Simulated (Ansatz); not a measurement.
AlGa3N4 (charge +10): single-point calculation

- system: AlGa3N4 (8 atoms in the cell, total charge +10)
- method: DFT, PBEsol, plane waves, PAW, no spin polarisation (Ansatz 0.2.0)

The structure derives from a Materials Project entry. Some settings of this run were made unusual or wrong on purpose.

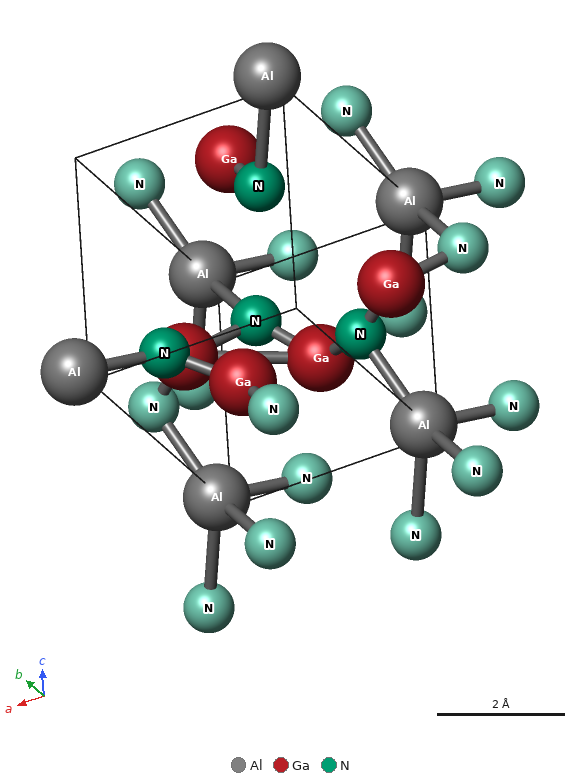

Fig. 1: The structure (ball-and-stick view of the cell of the calculation, seen at an oblique angle; neighbours outside the cell are drawn fainter). An atom can appear more than once, as a periodic image.

## Input
```yaml
crystal:
  lattice:
    - [3.9371310775, -0.0371873133, 0.1301911322]
    - [-0.0371873133, 4.1568034861, 0.0865100645]
    - [0.1301911322, 0.0865100645, 4.243428893]
  atoms:
    - { symbol: Al, position: [0.0278877652, 0.0635710264, 0.0145468225] }
    - { symbol: Ga, position: [0.5296701859, 0.5980257806, 0.0673590948] }
    - { symbol: Ga, position: [0.4942104999, 0.0651659387, 0.4642118403] }
    - { symbol: Ga, position: [-0.0676428047, 0.3894642818, 0.4308086697] }
    - { symbol: "N", position: [0.7831713562, 0.7690099266, 0.185125425] }
    - { symbol: "N", position: [0.7237268881, 0.1658279558, 0.6498062246] }
    - { symbol: "N", position: [0.3193512316, 0.7144377072, 0.8113694474] }
    - { symbol: "N", position: [0.1896248778, 0.2344973829, 0.3767724758] }
basis:
  ecutwfc: 420
kpoints:
  mp_grid: { grid: [6, 6, 6] }
hamiltonian:
  xc: pbesol
scf:
  occupations: { method: gaussian, width: 0.05 }
  max_iter: 100
output:
  forces: true
  eigenvalues: true
  stress: true
total_charge: 10
```

Command:
```bash
ansatz run input.yaml --threads 2 --pin off --max-ram 5120MiB --backend cpu --events-out ev --progress --plain --runs-dir out
```

## Log
```
Engine: ansatz 0.2.0, x86_64-unknown-linux-gnu
Pseudopotentials: kind: paw
Pseudopotential: Al, paw, valence charge 3, recommended cutoff 420 eV (normal), Al.paw.azcp
Pseudopotential: Ga, paw, valence charge 13, recommended cutoff 420 eV (normal), Ga.paw.azcp
Pseudopotential: N, paw, valence charge 5, recommended cutoff 420 eV (normal), N.paw.azcp
Functional definition: PBEsol
  exchange = pbesol_x
  correlation = pbesol_c
Crystal: 8 atoms, lattice volume = 69.341 Å³
Basis set: ecut = 420 eV, 1355 PW (Γ), exchange–correlation on 54×60×60 points (8 copies of the dense FFT grid, shifted against one another)
Bands: 34, of which v1, the nominal top of the filled ones, is band 26 counted from 1 (25 counted from 0)
Symmetry: 1 space group operations
Space group: P1 (ITA 1), of the structure as read, at distance tolerance 4.1e-5 Å
k-points: 112 of 216 (time reversal used)
Non-local potential: Al, projectors of the file, l = 0: 2, l = 1: 2, l = 2: 1
Non-local potential: Ga, projectors of the file, l = 0: 2, l = 1: 2, l = 2: 3, l = 3: 1
Non-local potential: N, projectors of the file, l = 0: 2, l = 1: 2, l = 2: 1
PAW form: soft (Blöchl's): semilocal exchange-correlation on the pseudo side does not see the compensation charge
PAW frozen core: Al, regenerated for the run's functional, and the local potential with it (the file was generated under x = pbe(κ = 0.804, μ = 0.2195149727645171), c = pbe(β = 0.06672455060314922))
PAW frozen core: Ga, regenerated for the run's functional, and the local potential with it (the file was generated under x = pbe(κ = 0.804, μ = 0.2195149727645171), c = pbe(β = 0.06672455060314922))
PAW frozen core: N, regenerated for the run's functional, and the local potential with it (the file was generated under x = pbe(κ = 0.804, μ = 0.2195149727645171), c = pbe(β = 0.06672455060314922))
PAW one-centre angular grid: Al, 110 points (default); XC on 64 Gauss nodes
PAW one-centre angular grid: Ga, 590 points (default); XC on 64 Gauss nodes
PAW one-centre angular grid: N, 110 points (default); XC on 64 Gauss nodes
Initial density: superposition of atomic densities (neutral atoms scaled as one to the charged cell's electrons: chi_scale 0, normalization atom), corrected by the library's trained network
Initial wavefunctions: pseudopotential atomic-orbital guess
Functional: x = pbesol(κ = 0.804, μ = 0.12345679012345678), c = pbesol(β = 0.046)
SCF iter   1: F=—  HF=-13455.998749 eV  |F-HF|=—  |Δ(HF+E_count)|=         —  Δρ=7.11e-1  dr2=3.31e2  ethr=1.77e-3  ⟨swp⟩=6.2  Hψ=21048  notcnv=0  defer=14
preconditioner: auto → Kerker (q_TF=auto, 2.601 Å⁻¹)  [metal: Δε(μ)=0.007 eV  Ē_g=12.947 eV  σ=0.050 eV  W_gap=0.08  n_scr=20 (ndim 8)  ℏωp=20.9 eV  f_vac=0.000  D(μ)=1.65/eV (n_scr^D=8)]
SCF iter   2: F=—  HF=-13365.040458 eV  |F-HF|=—  |Δ(HF+E_count)|=    9.10e1  Δρ=3.25e-1  dr2=8.89e1  ethr=1.77e-3  ⟨swp⟩=5.7  Hψ=14344  notcnv=0  defer=238
SCF iter   3: F=—  HF=-13346.904925 eV  |F-HF|=—  |Δ(HF+E_count)|=    1.81e1  Δρ=2.71e-1  dr2=6.66e1  ethr=1.77e-3  ⟨swp⟩=4.0  Hψ=12186  notcnv=0  defer=336
SCF iter   4: F=—  HF=-13342.284725 eV  |F-HF|=—  |Δ(HF+E_count)|=    4.62e0  Δρ=1.21e-1  dr2=1.33e1  ethr=1.77e-3  ⟨swp⟩=3.3  Hψ=8697  notcnv=0  defer=336
SCF iter   5: F=—  HF=-13342.643742 eV  |F-HF|=—  |Δ(HF+E_count)|=   3.59e-1  Δρ=8.33e-2  dr2=8.23e0  ethr=1.77e-3  ⟨swp⟩=4.0  Hψ=8027  notcnv=0  defer=336
SCF iter   6: F=—  HF=-13341.982631 eV  |F-HF|=—  |Δ(HF+E_count)|=   6.61e-1  Δρ=4.14e-2  dr2=8.24e-1  ethr=1.77e-3  ⟨swp⟩=3.0  Hψ=8411  notcnv=0  defer=336
SCF iter   7: F=—  HF=-13341.790664 eV  |F-HF|=—  |Δ(HF+E_count)|=   1.92e-1  Δρ=2.02e-2  dr2=1.97e-1  ethr=1.58e-3  ⟨swp⟩=2.7  Hψ=7204  notcnv=0  defer=336
SCF iter   8: F=—  HF=-13341.754587 eV  |F-HF|=—  |Δ(HF+E_count)|=   3.61e-2  Δρ=1.08e-2  dr2=6.57e-2  ethr=3.80e-4  ⟨swp⟩=2.4  Hψ=7330  notcnv=0  defer=336
SCF iter   9: F=—  HF=-13341.744138 eV  |F-HF|=—  |Δ(HF+E_count)|=   1.04e-2  Δρ=5.02e-3  dr2=2.31e-2  ethr=1.26e-4  ⟨swp⟩=2.0  Hψ=6720  notcnv=0  defer=336
SCF iter  10: F=—  HF=-13341.743626 eV  |F-HF|=—  |Δ(HF+E_count)|=   5.12e-4  Δρ=1.89e-3  dr2=4.00e-3  ethr=4.44e-5  ⟨swp⟩=2.1  Hψ=5616  notcnv=0  defer=336
SCF iter  11: F=—  HF=-13341.744235 eV  |F-HF|=—  |Δ(HF+E_count)|=   6.09e-4  Δρ=1.13e-3  dr2=1.05e-3  ethr=7.68e-6  ⟨swp⟩=2.0  Hψ=6119  notcnv=0  defer=336
SCF iter  12: F=—  HF=-13341.744106 eV  |F-HF|=—  |Δ(HF+E_count)|=   1.29e-4  Δρ=5.10e-4  dr2=2.11e-4  ethr=2.03e-6  ⟨swp⟩=2.0  Hψ=5950  notcnv=0  defer=336
SCF iter  13: F=—  HF=-13341.744150 eV  |F-HF|=—  |Δ(HF+E_count)|=   4.36e-5  Δρ=1.62e-4  dr2=2.66e-5  ethr=4.05e-7  ⟨swp⟩=2.0  Hψ=6026  notcnv=0  defer=336
SCF iter  14: F=—  HF=-13341.744174 eV  |F-HF|=—  |Δ(HF+E_count)|=   2.41e-5  Δρ=6.97e-5  dr2=4.23e-6  ethr=5.12e-8  ⟨swp⟩=2.6  Hψ=5947  notcnv=0  defer=336
SCF iter  15: F=—  HF=-13341.744175 eV  |F-HF|=—  |Δ(HF+E_count)|=   1.19e-6  Δρ=1.54e-5  dr2=3.59e-7  ethr=8.14e-9  ⟨swp⟩=2.3  Hψ=5985  notcnv=0  defer=336
SCF iter  16: F=-13341.744175 eV  HF=-13341.744175 eV  |F-HF|=5.37e-10  |Δ(HF+E_count)|=   2.01e-7  Δρ=8.55e-6  dr2=9.07e-8  ethr=1.92e-10  ⟨swp⟩=14.0  Hψ=24317  notcnv=0
SCF 1 converged in 16 iterations: F = -13341.744175 eV  dr2 = 9.07e-8
  greatest PAW one-centre occupation: 0.993 electrons in one spin orbital (limit 2), on the Ga atom at site 2 (counted from 0), in its partial waves of l = 2
```

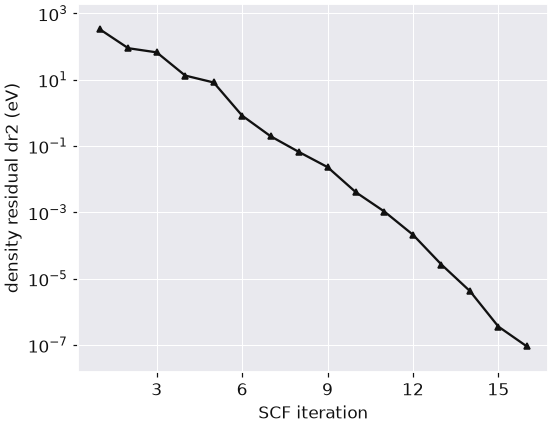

Fig. 2: Convergence of the self-consistent field: density residual dr2 against the SCF iteration. The residual falls at every step.

```
SCF converged after 16 iterations
Free energy (F): -13341.744175 eV
Harris-Foulkes:  -13341.744175 eV  (|F-HF|=5.37e-10)
Internal energy: -13341.740318 eV  (E = F + TS)
E sigma→0 (E₀):  -13341.742246 eV
Entropy (-TS):   -0.003858 eV (-0.482 meV/atom)
Fermi energy:    8.503203 eV
--- Per-component energies (eV) ---
  E_band       = -71.137252
  E_kinetic    = 781.423670
  E_local      = -6765.283038  (includes V_loc(G=0)·N_el)
  E_nonlocal   = 1438.869013
  E_hartree    = 3051.416221
  E_xc         = -404.471364
  E_vxc        = -403.496912  (∫ρ·V_xc dr)
  E_paw        = -6738.035040  (= ΣΔE_a)
  E_vpaw       = -1225.475208  (= ΣTr[D̂ρ^β])
  E_aug_tail   = -0.000089  (compensation charges beyond the density's cutoff)
  E_ewald      = -4708.380160
  E_core_change = 2.720468  (= ΣΔE_core)
  E_smearing   = -0.003858  (= −TS)
  E_closure    = -0.000000  (closes the sum)
  E_deformation_potential = 229.601586  (in the stress; not in F)
  Σ components = -13341.744175   (vs F -13341.744175, Δ=0.00e0)
--- Forces (eV/Å), atoms counted from 1 ---
  atom   1  Al     3.93951093     3.62704301    -7.53634869
  atom   2  Ga   -16.07752653   -24.77533226    -3.12998137
  atom   3  Ga   -18.19641039   -26.33245566   -18.13294838
  atom   4  Ga   -37.65754775    50.45908970     6.07036799
  atom   5  N     22.09650126    13.50532763    15.81954699
  atom   6  N     19.24978653     2.48037372    36.18194142
  atom   7  N    -10.40723171     4.22713599   -15.09458828
  atom   8  N     37.05296438   -23.19111513   -14.17774756
  max |Σ_I F_I| component: 2.42e-4 eV/Å
--- Stress (GPa, compression-positive) ---
      502.442964     -12.574164      88.503668
      -12.574166     314.867097      12.793973
       88.503667      12.793971     299.486205
  P = ⅓ Tr σ = 372.2654 GPa (3722.654 kbar)
--- Band table (eV; the first three rows and the last of 112) ---
  k-point 0: bands = ["-10.1242", "-9.5174", "-7.8169", "-6.3236", "-5.7678", "-5.2206", "-4.8405", "-4.6744", "-3.9743", "-3.3701", "-3.2138", "-3.0475", "-2.8362", "-2.7422", "-2.3002", "-2.2679", "-1.2008", "-0.8159", "0.0371", "4.1952", "5.5531", "6.3492", "6.6886", "7.2509", "7.3584", "8.0620", "8.5876", "8.8353", "10.0551", "10.1308", "11.0668", "14.8564", "17.7914", "19.3527"]
  k-point 1: bands = ["-10.1069", "-9.5210", "-7.8145", "-6.3250", "-5.7679", "-5.2217", "-4.8432", "-4.6727", "-3.9808", "-3.3470", "-3.2003", "-3.0425", "-2.8370", "-2.7367", "-2.3344", "-2.2837", "-1.3124", "-0.7579", "0.0718", "4.1967", "5.6187", "6.3749", "6.6349", "7.1593", "7.4334", "8.1274", "8.3917", "8.9256", "9.8955", "10.1318", "10.9549", "15.1317", "18.0516", "19.4432"]
  k-point 2: bands = ["-10.0711", "-9.5292", "-7.8097", "-6.3278", "-5.7683", "-5.2239", "-4.8491", "-4.6694", "-3.9918", "-3.3034", "-3.1678", "-3.0353", "-2.8205", "-2.7174", "-2.4444", "-2.2997", "-1.5092", "-0.6696", "0.1505", "4.2000", "5.7878", "6.1963", "6.7110", "6.9312", "7.6485", "8.1363", "8.3443", "8.9687", "9.5214", "10.1291", "10.6946", "15.7250", "18.6304", "19.5999"]
  k-point 111: bands = ["-9.8480", "-9.5173", "-7.7077", "-6.4144", "-5.7169", "-5.2062", "-4.9415", "-4.4603", "-4.0085", "-3.3050", "-3.2024", "-2.9863", "-2.9543", "-2.5346", "-2.3253", "-2.0516", "-1.3382", "-1.0367", "-0.8067", "3.5173", "4.3586", "4.7427", "5.5830", "7.9216", "8.3987", "8.9358", "9.4825", "9.7745", "10.1196", "10.5747", "10.8739", "17.2130", "19.3027", "19.7970"]
```

## Outcome

```json
{"quantity": "outcome", "value": "converged"}
{"quantity": "space group (tolerance 0.01 Å)", "value": "P1 (1)"}
{"quantity": "electrons treated", "value": "52"}
{"quantity": "free energy", "value": "−13341.7442 eV"}
{"quantity": "Fermi energy", "value": "8.503 eV"}
{"quantity": "gap on the k-point mesh", "value": "none (metallic)"}
{"quantity": "pressure", "value": "372.27 GPa"}
{"quantity": "largest force (length of the vector)", "value": "63.254 eV/Å"}
{"quantity": "hardware", "value": "2 threads of Intel Xeon @ 2.50GHz (Skylake/Cascade Lake), 189 GiB of memory available, shared host"}
{"quantity": "wall time", "value": "54 s (CPU time 1.7 min)"}
{"quantity": "peak memory", "value": "0.49 GiB"}
```

## Diagnosis

A setting was made wrong on purpose: a charge that the system can't hold (`total_charge`). The cell cannot bind or give up so many electrons; the background charge dominates. The run converged all the same; its numbers are those of the faulty input and shouldn't be used. The cell is charged and computed with a neutralising background, so its energy and pressure depend on the cell and aren't those of a real crystal.
